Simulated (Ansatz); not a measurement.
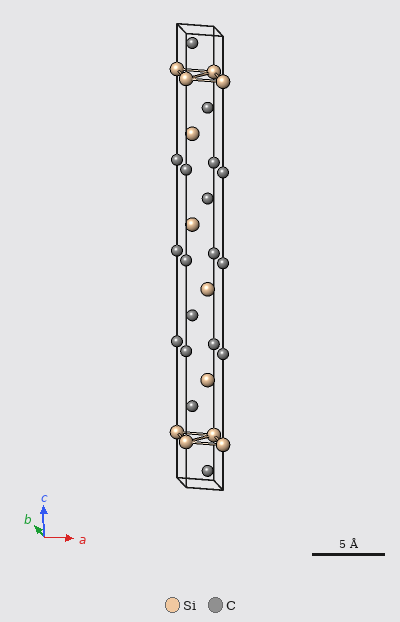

**Figure 1.** The structure as given in the input (ball-and-stick view of the cell 3 times as large as that of the calculation, set on its symmetry axes, seen slightly off an axis). An atom can appear more than once, as a periodic image.

## Two runs on Si2C3

System: Si2C3 (R-3m, 5 atoms in the cell).
Method of the first run: DFT PBE, scalar-relativistic, plane waves, PAW, spin-polarised (Ansatz 0.2.0).

The structure was made by a generator, so it may or may not be a known phase. Text and figures count atoms from 1; the logs count them from 0 in places.

### The input, the first run
```yaml
crystal:
  lattice:
    - [1.34509688, 0.77659205, 10.98267006]
    - [-1.34509688, 0.77659205, 10.98267006]
    - [0.0, -1.55318409, 10.98267006]
  atoms:
    - { symbol: Si, position: [0.1, 0.1, 0.1] }
    - { symbol: Si, position: [0.9, 0.9, 0.9] }
    - { symbol: C, position: [0.7, 0.7, 0.7], spin: 1.0 }
    - { symbol: C, position: [0.5, 0.5, 0.5], spin: 1.0 }
    - { symbol: C, position: [0.3, 0.3, 0.3], spin: 1.0 }
basis:
  ecutwfc: 420
kpoints:
  mp_grid: { grid: [6, 6, 6] }
hamiltonian:
  xc: pbe
scf:
  occupations: { method: gaussian, width: 0.1 }
  lower_state_search: "off"
output:
  forces: true
  stress: true
  eigenvalues: true
  populations: true
magnetization:
  spin_polarized: true
```

Launched with:
```bash
ansatz run input.yaml --threads 1 --pin off --max-ram 2560MiB --backend cpu --events-out ev --progress --plain --runs-dir out
```

Hardware: 1 thread of Intel Xeon @ 2.50GHz (Skylake/Cascade Lake), 189 GiB of memory available, shared host.

### Output, shortened to warnings, some set-up lines, iterations and results (the first run)
```
WARN: the starting moments were not kept: the SCF closed with an absolute magnetisation of 2.7e-6 μB, where they sum to 3 μB in size (3 sites). That is at most 0.1 of that sum. Measured as dr2_m measures the in/out step, that magnetisation stands 1.5e-12 eV from none, at or under the dr2_threshold of 1.0e-7 eV: it is no larger than a step whose dr2_m would equal this threshold. The system may …
Basis set: ecut = 420 eV, 1375 PW (Γ), FFT grids on a1−a3, a2−a3, a3, exchange–correlation on 36×36×150 points (8 copies of the dense FFT grid, shifted against one another)
Symmetry: 12 space group operations
k-points: 32 of 216
Initial density: superposition of atomic densities (chi_scale 0.1, normalization cell, long waves kept (reshape's long-wave potential 0.70 eV rms))
[...]
SCF iter   1: F=—  HF=-2008.803057 eV  |F-HF|=—  |Δ(HF+E_count)|=         —  Δρ=4.72e-2 (↑4.72e-2 ↓3.02e-2)  dr2=3.06e1  dr2_m=3.08e-1  M=1.305 μB ∫|m|=1.329 μB  β_m=0.30  …
SCF iter   2: F=—  HF=-2007.977350 eV  |F-HF|=—  |Δ(HF+E_count)|=   8.26e-1  Δρ=2.56e-2 (↑2.56e-2 ↓1.43e-2)  dr2=2.87e0  dr2_m=1.80e-1  M=1.194 μB ∫|m|=1.219 μB  β_m=0.30  …
SCF iter   3: F=—  HF=-2007.931886 eV  |F-HF|=—  |Δ(HF+E_count)|=   4.55e-2  Δρ=1.78e-2 (↑1.19e-2 ↓1.78e-2)  dr2=8.01e-1  dr2_m=9.54e-2  M=1.153 μB ∫|m|=1.168 μB  β_m=0.30  …
SCF iter   4: F=—  HF=-2007.925532 eV  |F-HF|=—  |Δ(HF+E_count)|=   6.35e-3  Δρ=1.35e-2 (↑1.35e-2 ↓1.08e-2)  dr2=1.58e-1  dr2_m=7.60e-2  M=0.999 μB ∫|m|=1.014 μB  β_m=0.30  …
SCF iter   5: F=—  HF=-2007.965027 eV  |F-HF|=—  |Δ(HF+E_count)|=   3.95e-2  Δρ=1.19e-2 (↑1.19e-2 ↓9.66e-3)  dr2=4.87e-1  dr2_m=6.13e-2  M=0.836 μB ∫|m|=0.857 μB  β_m=0.30  …
[... 15 lines ...]
SCF iter  21: F=-2008.071324 eV  HF=-2008.071324 eV  |F-HF|=4.10e-9  |Δ(HF+E_count)|=   2.42e-9  Δρ=8.74e-7 (↑8.74e-7 ↓7.52e-7)  dr2=4.72e-9  dr2_m=1.98e-10  M=-0.000 μB …
SCF iter  22: F=-2008.071324 eV  HF=-2008.071324 eV  |F-HF|=3.23e-10  |Δ(HF+E_count)|=  2.86e-10  Δρ=4.88e-7 (↑3.78e-7 ↓4.88e-7)  dr2=5.03e-10  dr2_m=9.12e-11  M=-0.000 μB …
SCF iter  23: F=-2008.071324 eV  HF=-2008.071324 eV  |F-HF|=1.23e-10  |Δ(HF+E_count)|=  1.08e-10  Δρ=2.63e-7 (↑1.98e-7 ↓2.63e-7)  dr2=1.75e-10  dr2_m=2.88e-11  M=0.000 μB …
SCF iter  24: F=-2008.071324 eV  HF=-2008.071324 eV  |F-HF|=1.64e-11  |Δ(HF+E_count)|=  5.46e-11  Δρ=6.67e-8 (↑5.89e-8 ↓6.67e-8)  dr2=1.97e-11  dr2_m=2.05e-12  M=0.000 μB …
SCF 1 converged in 24 iterations: F = -2008.071324 eV  dr2 = 1.97e-11
SCF converged after 24 iterations
Magnetization: 0.0000 μB (10.0000 up, 10.0000 down)
Absolute magnetization: 0.0000 μB (∫|ρ↑−ρ↓|, with the PAW one-centre terms)
Spin contamination: 0.0000 ħ² per cell (⟨S²⟩ above its minimum at these occupations)
Per-site moments (μB) at R_I (Å): [(6.168539540255747e-8, 1.1097049266519838), (6.168539539510879e-8, 1.1097049266519838), (2.211406217855546e-7, 1.1097049266519838), (1.0121491948211239e-6, 1.1097049266519838), (2.211406218066283e-7, 1.1097049266519838)]
Free energy (F): -2008.071324 eV
Harris-Foulkes:  -2008.071324 eV  (|F-HF|=1.64e-11)
Internal energy: -2008.052056 eV  (E = F + TS)
E sigma→0 (E₀):  -2008.061690 eV
Entropy (-TS):   -0.019268 eV (-3.854 meV/atom)
Fermi energy:    6.207636 eV
--- Per-component energies (eV) ---
  E_band       = 18.446382
  E_kinetic    = 290.216890
  E_local      = -230.229381  (includes V_loc(G=0)·N_el)
  E_nonlocal   = 135.885397
  E_hartree    = 45.043304
  E_xc         = -240.345328
  E_vxc        = -252.984332  (∫ρ·V_xc dr)
  E_paw        = -1314.495044  (= ΣΔE_a)
  E_vpaw       = -14.528828  (= ΣTr[D̂ρ^β])
  E_aug_tail   = 0.000015  (compensation charges beyond the density's cutoff)
  E_ewald      = -694.127910
  E_smearing   = -0.019268  (= −TS)
  E_closure    = 0.000000  (closes the sum)
  Σ components = -2008.071324   (vs F -2008.071324, Δ=0.00e0)
--- Forces (eV/Å), atoms counted from 1 ---
  atom   1  Si     0.00000000     0.00000000     0.02482807
  atom   2  Si     0.00000000    -0.00000000    -0.02482807
  atom   3  C     -0.00000000    -0.00000000    -0.01885952
  atom   4  C      0.00000000    -0.00000000     0.00000000
  atom   5  C     -0.00000000     0.00000000     0.01885952
  max |Σ_I F_I| component: 8.10e-18 eV/Å
--- Stress (GPa, compression-positive) ---
      -14.118858       0.000000       0.000000
        0.000000     -14.118858      -0.000000
        0.000000      -0.000000     -30.696475
  P = ⅓ Tr σ = -19.6447 GPa (-196.447 kbar)
--- Löwdin populations: 5 sites ---
  site symbol       q [e]    m [muB]
     0     Si      3.5903    -0.0000
     1     Si      3.5903    -0.0000
     2      C      4.1449     0.0000
     3      C      4.3159     0.0000
     4      C      4.1449     0.0000
  spilling = 0.010680 (of n_electrons = 20.000000)
```

The input of the second run differs as follows (lines with − go, lines with + come):
```diff
-    - [1.34509688, 0.77659205, 10.98267006]
-    - [-1.34509688, 0.77659205, 10.98267006]
-    - [0.0, -1.55318409, 10.98267006]
+    - [1.3093371177, 0.7559461374, 11.2361200106]
+    - [-1.3093371177, 0.7559461374, 11.2361200106]
+    - [0.0, -1.5118922747, 11.2361200106]
-    - { symbol: Si, position: [0.1, 0.1, 0.1] }
-    - { symbol: Si, position: [0.9, 0.9, 0.9] }
-    - { symbol: C, position: [0.7, 0.7, 0.7], spin: 1.0 }
+    - { symbol: Si, position: [0.1298909869, 0.1298909869, 0.1298909869] }
+    - { symbol: Si, position: [0.8701090131, 0.8701090131, 0.8701090131] }
+    - { symbol: C, position: [0.6666648683, 0.6666648683, 0.6666648683], spin: 1.0 }
-    - { symbol: C, position: [0.3, 0.3, 0.3], spin: 1.0 }
+    - { symbol: C, position: [0.3333351317, 0.3333351317, 0.3333351317], spin: 1.0 }
```

Predict how the results change.

With the same functional and potentials, the second run lies 2571.2 meV per atom lower. The pressure goes from −19.64 to −0.02 GPa. The volume per atom goes from 13.77 to 13.35 Å³. The SCF takes 23 iterations against 24. The plane waves at Γ go from 1375 to 1339.

### Output, shortened to warnings, some set-up lines, iterations and results (the second run)
```
Basis set: ecut = 420 eV, 1339 PW (Γ), FFT grids on a1−a3, a2−a3, a3, exchange–correlation on 36×36×160 points (8 copies of the dense FFT grid, shifted against one another)
Symmetry: 12 space group operations
k-points: 32 of 216
[...]
SCF iter   1: F=—  HF=-2023.185018 eV  |F-HF|=—  |Δ(HF+E_count)|=         —  Δρ=8.02e-2 (↑4.87e-2 ↓8.02e-2)  dr2=1.45e1  dr2_m=1.17e0  M=0.056 μB ∫|m|=0.287 μB  β_m=0.30  …
SCF iter   2: F=—  HF=-2021.978397 eV  |F-HF|=—  |Δ(HF+E_count)|=    1.21e0  Δρ=4.31e-2 (↑3.46e-2 ↓4.31e-2)  dr2=1.84e1  dr2_m=3.77e-1  M=0.590 μB ∫|m|=0.609 μB  β_m=0.30  …
SCF iter   3: F=—  HF=-2021.290941 eV  |F-HF|=—  |Δ(HF+E_count)|=   6.87e-1  Δρ=3.46e-2 (↑2.71e-2 ↓3.46e-2)  dr2=3.74e0  dr2_m=3.41e-1  M=0.076 μB ∫|m|=0.219 μB  β_m=0.30  …
SCF iter   4: F=—  HF=-2020.861084 eV  |F-HF|=—  |Δ(HF+E_count)|=   4.30e-1  Δρ=2.01e-2 (↑2.01e-2 ↓1.96e-2)  dr2=5.54e-1  dr2_m=1.82e-1  M=0.056 μB ∫|m|=0.164 μB  β_m=0.30  …
SCF iter   5: F=—  HF=-2021.164951 eV  |F-HF|=—  |Δ(HF+E_count)|=   3.04e-1  Δρ=1.51e-2 (↑1.33e-2 ↓1.51e-2)  dr2=2.49e0  dr2_m=7.05e-2  M=0.167 μB ∫|m|=0.209 μB  β_m=0.30  …
[... 14 lines ...]
SCF iter  20: F=—  HF=-2020.927529 eV  |F-HF|=—  |Δ(HF+E_count)|=   1.40e-7  Δρ=7.25e-6 (↑7.25e-6 ↓3.50e-6)  dr2=1.09e-7  dr2_m=1.70e-8  M=0.049 μB ∫|m|=0.052 μB  β_m=0.91  …
SCF iter  21: F=—  HF=-2020.927529 eV  |F-HF|=—  |Δ(HF+E_count)|=   1.29e-7  Δρ=4.12e-6 (↑4.12e-6 ↓1.75e-6)  dr2=2.11e-7  dr2_m=1.30e-9  M=0.048 μB ∫|m|=0.050 μB  β_m=0.79  …
SCF iter  22: F=-2020.927529 eV  HF=-2020.927529 eV  |F-HF|=1.30e-9  |Δ(HF+E_count)|=   1.78e-9  Δρ=1.01e-6 (↑1.01e-6 ↓7.26e-7)  dr2=1.75e-9  dr2_m=4.31e-10  M=0.048 μB …
SCF iter  23: F=-2020.927529 eV  HF=-2020.927529 eV  |F-HF|=2.42e-9  |Δ(HF+E_count)|=   1.89e-9  Δρ=4.23e-7 (↑2.25e-7 ↓4.23e-7)  dr2=2.50e-9  dr2_m=1.04e-11  M=0.048 μB …
SCF 1 converged in 23 iterations: F = -2020.927529 eV  dr2 = 2.50e-9
SCF converged after 23 iterations
Magnetization: 0.0480 μB (10.0240 up, 9.9760 down)
Absolute magnetization: 0.0497 μB (∫|ρ↑−ρ↓|, with the PAW one-centre terms)
Spin contamination: 0.0000 ħ² per cell (⟨S²⟩ above its minimum at these occupations)
Per-site moments (μB) at R_I (Å): [(1.433652303315059e-6, 0.8064923629853609), (1.4336523033176473e-6, 0.8064923629853628), (0.010037703526873951, 0.6236555653316592), (-1.8168999273584858e-5, 0.8064923629853609), (0.010037703526873963, 0.6236555653316592)]
Free energy (F): -2020.927529 eV
Harris-Foulkes:  -2020.927529 eV  (|F-HF|=2.42e-9)
Internal energy: -2020.917035 eV  (E = F + TS)
E sigma→0 (E₀):  -2020.922282 eV
Entropy (-TS):   -0.010494 eV (-2.099 meV/atom)
Fermi energy:    6.186643 eV
--- Per-component energies (eV) ---
  E_band       = -22.453174
  E_kinetic    = 355.171027
  E_local      = -934.592033  (includes V_loc(G=0)·N_el)
  E_nonlocal   = 130.772262
  E_hartree    = 362.185157
  E_xc         = -256.493233
  E_vxc        = -274.724657  (∫ρ·V_xc dr)
  E_paw        = -1321.873959  (= ΣΔE_a)
  E_vpaw       = -23.450476  (= ΣTr[D̂ρ^β])
  E_aug_tail   = 0.000035  (compensation charges beyond the density's cutoff)
  E_ewald      = -356.086292
  E_smearing   = -0.010494  (= −TS)
  E_closure    = 0.000000  (closes the sum)
  Σ components = -2020.927529   (vs F -2020.927529, Δ=0.00e0)
--- Forces (eV/Å), atoms counted from 1 ---
  atom   1  Si     0.00000000    -0.00000000    -0.01167555
  atom   2  Si     0.00000000     0.00000000     0.01167555
  atom   3  C      0.00000000     0.00000000     0.00093146
  atom   4  C      0.00000000     0.00000000     0.00000000
  atom   5  C      0.00000000    -0.00000000    -0.00093146
  max |Σ_I F_I| component: 2.17e-19 eV/Å
--- Stress (GPa, compression-positive) ---
       -0.128129      -0.000000      -0.000000
       -0.000000      -0.128129       0.000000
       -0.000000       0.000000       0.196315
  P = ⅓ Tr σ = -0.0200 GPa (-0.200 kbar)
--- Löwdin populations: 5 sites ---
  site symbol       q [e]    m [muB]
     0     Si      3.3969     0.0000
     1     Si      3.3969     0.0000
     2      C      3.9599     0.0239
     3      C      4.9766    -0.0000
     4      C      3.9599     0.0239
  spilling = 0.015481 (of n_electrons = 20.000000)
```

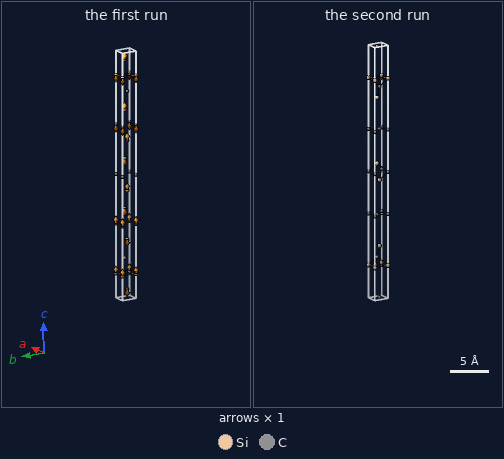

**Figure 2.** The two input geometries at one scale (ball-and-stick view of the cell 3 times as large as that of the calculation, set on its symmetry axes, seen at an oblique angle). The orange arrows on the first give the shifts of the atoms relative to the cell, at true length. The largest moves relative to the cell, 1.12 Å, are those of C atoms. By element the largest moves are C 1.12 Å, Si 1.01 Å. The drawn cell changes as follows: a = b 2.690 → 2.619 Å (−2.7 %), c 32.948 → 33.708 Å (+2.3 %); the volume changes by −3.1 %. Among the contacts that change: C–C 2.690 → 1.512 Å, C–Si 2.690 → 1.955 Å, Si–Si 2.690 → 2.619 Å.

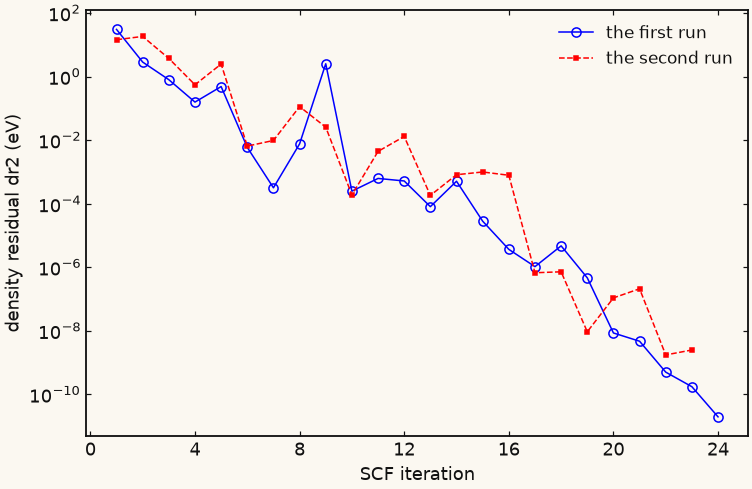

**Figure 3.** Convergence of the two runs: density residual dr2 against the SCF iteration. The first run takes 24 iterations in all, and the second run takes 23.

### The two runs side by side

| quantity | the first run | the second run |
| --- | --- | --- |
| outcome | converged | converged |
| free energy per atom (eV) | −401.6143 | −404.1855 |
| energy per atom, smearing taken to zero (eV) | −401.6123 | −404.1845 |
| gap on the mesh (eV) | 0.00 | 0.00 |
| net moment of the cell (μB) | 0.00 | 0.05 |
| absolute moment of the cell (μB) | 0.00 | 0.05 |
| pressure (GPa) | −19.64 | −0.02 |
| volume per atom (Å³) | 13.77 | 13.35 |
| largest force (eV/Å) | 0.025 | 0.012 |
| SCF iterations | 24 | 23 |
| irreducible k-points | 32 | 32 |
| plane waves at Γ | 1375 | 1339 |
| wall time (shared host) | 23 s | 22 s |

For the first run: Warnings: some starting moments were not kept.
